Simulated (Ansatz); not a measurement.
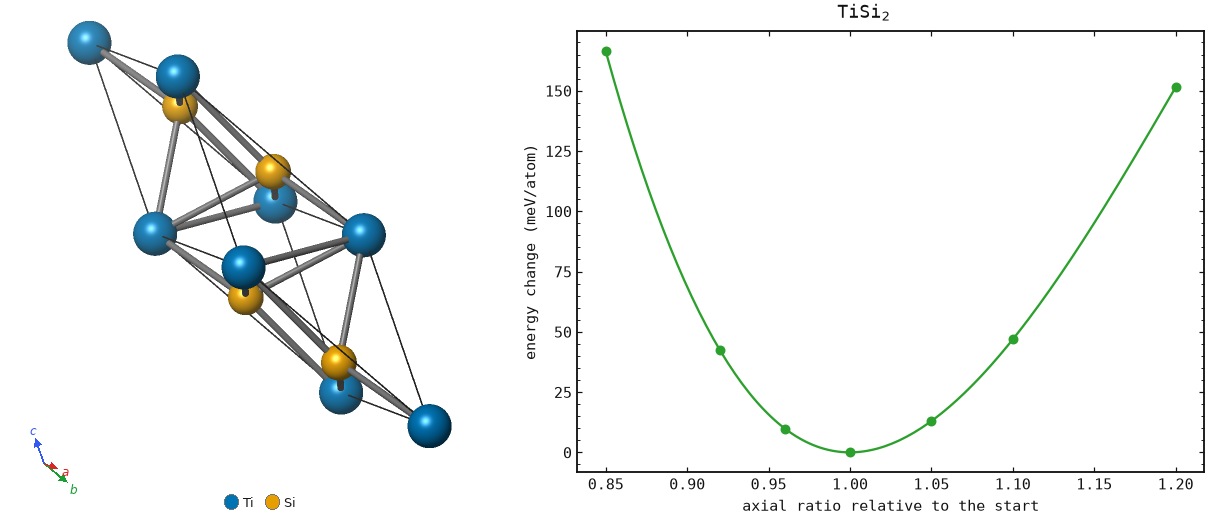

The figure shows the energy change against relative axial ratio for TiSi₂, space group Immm (No. 71). The cell is drawn beside the plot.

Starting cell:
```yaml
crystal:
  lattice:
    - [-1.46704, 1.69434, 4.16747]
    - [1.46704, -1.69434, 4.16747]
    - [1.46704, 1.69434, -4.16747]
  atoms:
    - { symbol: Ti, position: [0.00000, 0.00000, 0.00000] }
    - { symbol: Si, position: [0.33038, 0.33038, 0.00000] }
    - { symbol: Si, position: [0.66962, 0.66962, 0.00000] }
```

Method: deformation of a crystal at fixed volume, lengths along the axis scaled against those across it, fractional coordinates fixed, by plane-wave density functional theory with PAW datasets, free energies less that of the undisturbed cell, pressure positive in compression; scalar-relativistic (Ansatz 0.2.0). Level: PBEsol, no spin polarisation.

- wave cutoff: 420 eV
- k mesh: 24×24×24
- occupations: Gaussian
- smearing width: 0.15 eV
- k shift: (0, 0, 0) (mesh steps)
- start: relaxed
- path: axial
- axis direction: (0, 0, 1) (Cartesian unit vector)

From this curve and the settings, what does the calculation give for the pressure at the same points?

The pressure goes from 5.073 GPa at relative axial ratio 0.85 to 1.580 GPa at 1.20, not monotonically, with a low of −0.055 GPa at 1.05.

```
axial ratio relative to the start  pressure (GPa)
                             0.85           5.073
                             0.92           1.528
                             0.96           0.499
                             1.00           0.009
                             1.05          -0.055
                             1.10           0.294
                             1.20           1.580
```

Keep in mind: shape and atomic fractions are frozen while scaling, which makes layered, chain and framework solids too stiff.
